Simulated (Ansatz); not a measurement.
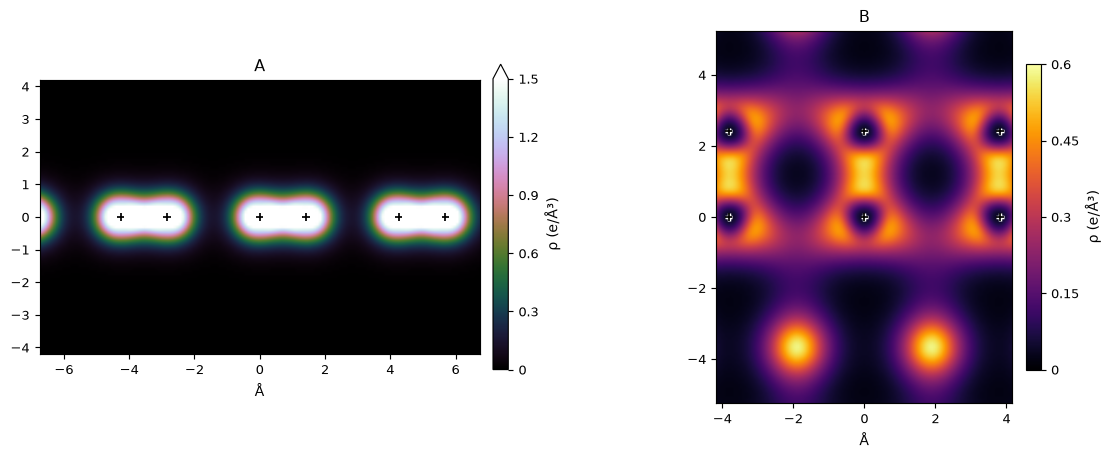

The valence pseudo-density of 2 systems, each on a plane through atoms (crosses mark nuclei in the plane).

Method: Ansatz 0.2.0, DFT r2SCAN, scalar-relativistic, plane waves, PAW.

System 1: Si, the (100) plane of the conventional cell. Space group R-3m; a generated structure, not necessarily the stable one.

```cif
data_structure
_symmetry_space_group_name_H-M 'P 1'
_symmetry_Int_Tables_number 1
_cell_length_a 3.8166
_cell_length_b 3.8166
_cell_length_c 9.7830
_cell_angle_alpha 90.000
_cell_angle_beta 90.000
_cell_angle_gamma 120.000
_cell_volume 123.41
loop_
_atom_site_label
_atom_site_type_symbol
_atom_site_fract_x
_atom_site_fract_y
_atom_site_fract_z
_atom_site_occupancy
Si1 Si 0.33333 0.66667 0.04339 1
Si2 Si 0.00000 0.00000 0.37673 1
Si3 Si 0.66667 0.33333 0.71006 1
Si4 Si 0.33333 0.66667 0.28994 1
Si5 Si 0.00000 0.00000 0.62327 1
Si6 Si 0.66667 0.33333 0.95661 1
```

System 2: C, the (11̄0) plane of the calculation cell, a cut from vacuum to vacuum. 

```cif
data_structure
_symmetry_space_group_name_H-M 'P 1'
_symmetry_Int_Tables_number 1
_cell_length_a 7.3830
_cell_length_b 7.3830
_cell_length_c 16.0000
_cell_angle_alpha 90.000
_cell_angle_beta 90.000
_cell_angle_gamma 60.000
_cell_volume 755.29
loop_
_atom_site_label
_atom_site_type_symbol
_atom_site_fract_x
_atom_site_fract_y
_atom_site_fract_z
_atom_site_occupancy
C1 C 0.00000 0.00000 0.50000 1
C2 C 0.00000 0.33333 0.50000 1
C3 C 0.00000 0.66667 0.50000 1
C4 C 0.33333 0.00000 0.50000 1
C5 C 0.33333 0.33333 0.50000 1
C6 C 0.33333 0.66667 0.50000 1
C7 C 0.66667 0.00000 0.50000 1
C8 C 0.66667 0.33333 0.50000 1
C9 C 0.66667 0.66667 0.50000 1
C10 C 0.11111 0.11111 0.50000 1
C11 C 0.11111 0.44444 0.50000 1
C12 C 0.11111 0.77778 0.50000 1
C13 C 0.44444 0.11111 0.50000 1
C14 C 0.44444 0.44444 0.50000 1
C15 C 0.44444 0.77778 0.50000 1
C16 C 0.77778 0.11111 0.50000 1
C17 C 0.77778 0.44444 0.50000 1
C18 C 0.77778 0.77778 0.50000 1
```

### Which map belongs to which system?

Panel A is system 2, C: the plane holds C. C–C (1.42 Å): the density is about 2.1 e/Å³ at the midpoint. Panel B is system 1, Si: the plane holds Si. Si–Si (2.41 Å): ρ is about 0.54 e/Å³ halfway.
